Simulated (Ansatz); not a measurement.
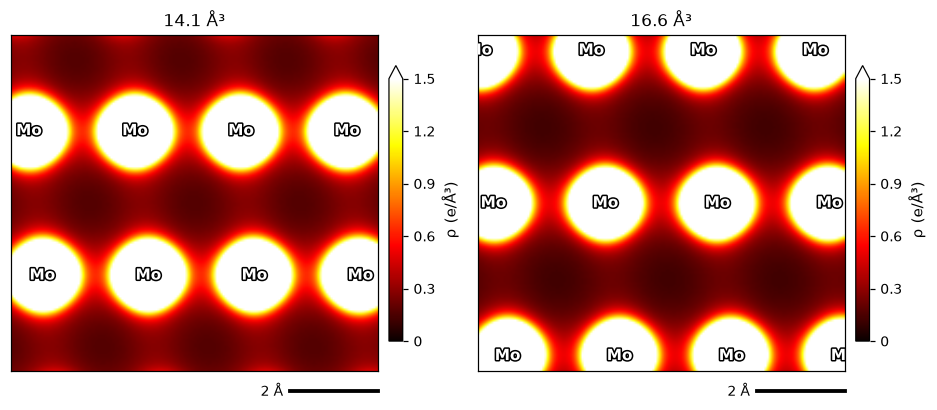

Mo. The valence electron density of cells scaled evenly to different volumes (given per atom above each panel), on the (11̄0) plane of each (indices in the axes of the cell below), at one length scale and on one colour scale.

Computed without spin polarisation.

The calculation used Ansatz 0.2.0, DFT PBE, scalar-relativistic, plane waves, PAW.

Core electrons are frozen (PAW), and the valence fields are smoothed inside the atomic spheres.

The largest cell:

```xyz
1
Lattice="-0.9611 1.6760 1.6760 1.6760 -0.9611 1.6760 1.6760 1.6760 -0.9611" Properties=species:S:1:pos:R:3 pbc="T T T"
Mo    0.0000    0.0000    0.0000
```

| volume (Å³/atom) | Mo–Mo contact in the plane (Å) | ρ at its midpoint (e/Å³) | pressure (GPa) | 
| --- | --- | --- | --- |
| 14.10 | 2.421 | 0.640 | 64.4 | 
| 15.78 | 2.514 | ? | ? | 
| 16.63 | 2.558 | 0.515 | 10.5 | 

**What values belong in the row with question marks?**

Over the known rows ln ρ falls by 1.59 per Å of Mo–Mo distance (the line through the two), which gives 0.552 e/Å³ at 2.514 Å; the calculation gives 0.552 e/Å³. For the pressure, a straight line in volume between the neighbouring rows gives 28.6 GPa; the calculation gives 24.1, lower because pressure rises ever faster on compression.
